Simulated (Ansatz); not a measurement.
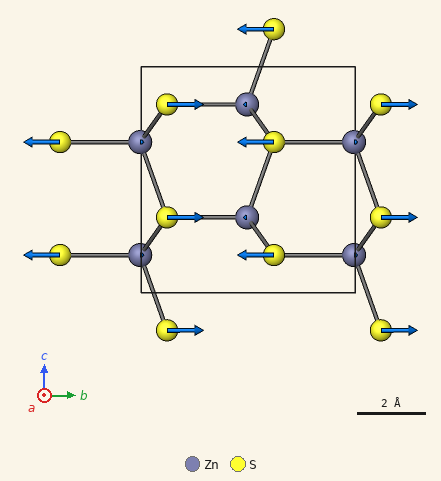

A crystal of ZnS (P6_3mc): a normal mode of wave vector (0, 1/2, 0) of the primitive cell, folded into a doubled cell, is frozen in with the cell fixed, the amplitude being the largest displacement of an atom. The picture shows the reference cell. The blue arrows give the direction of positive displacement. The picture is a ball-and-stick view of the cell of the calculation, seen along the a axis.

These are results of DFT PBE, scalar-relativistic, plane waves, PAW in Ansatz, not measurements. (plane-wave cutoff 420 eV; k-point mesh 8 × 4 × 4; occupations gaussian; smearing width 0.05 eV; no spin polarisation). Energies (free energies at the smearing named) are counted from the relaxed crystal.

```
CELL_PARAMETERS angstrom
-3.84549 0.00000 0.00000
0.00000 0.00000 -6.30533
0.00000 -6.66059 0.00000
ATOMIC_POSITIONS crystal
Zn 0.50000 0.99478 0.16667
Zn 0.00000 0.99478 0.66667
Zn 0.00000 0.49478 0.33333
Zn 0.50000 0.49478 0.83333
S 0.50000 0.62022 0.16667
S 0.00000 0.62022 0.66667
S 0.00000 0.12022 0.33333
S 0.50000 0.12022 0.83333
```

> Give the energy at each point (the amplitude: −0.120, −0.090, −0.060, −0.030, 0.000, 0.030, 0.060, 0.090, 0.105, 0.120 Å).

| largest displacement (Å) | ΔE (meV/cell) |
| --- | --- |
| −0.120 | 364 |
| −0.090 | 204 |
| −0.060 | 90 |
| −0.030 | 22 |
| 0.000 | 0 |
| 0.030 | 22 |
| 0.060 | 90 |
| 0.090 | 204 |
| 0.105 | 278 |
| 0.120 | 364 |

Points that are alike by symmetry were computed once.

The harmonic wavenumber of the mode is 321 cm⁻¹, a stable vibration. Of the computed points the lowest is at the amplitude 0.00 Å, 0 meV/cell. The well is symmetric. At the highest point the shortest interatomic distance is 2.23 Å, against 2.36 Å in the reference. The distortion takes the space group from P6_3mc to P3m1.

As a plot (hollow markers are points alike by symmetry):

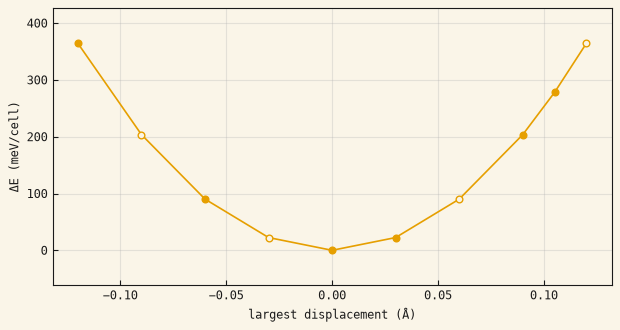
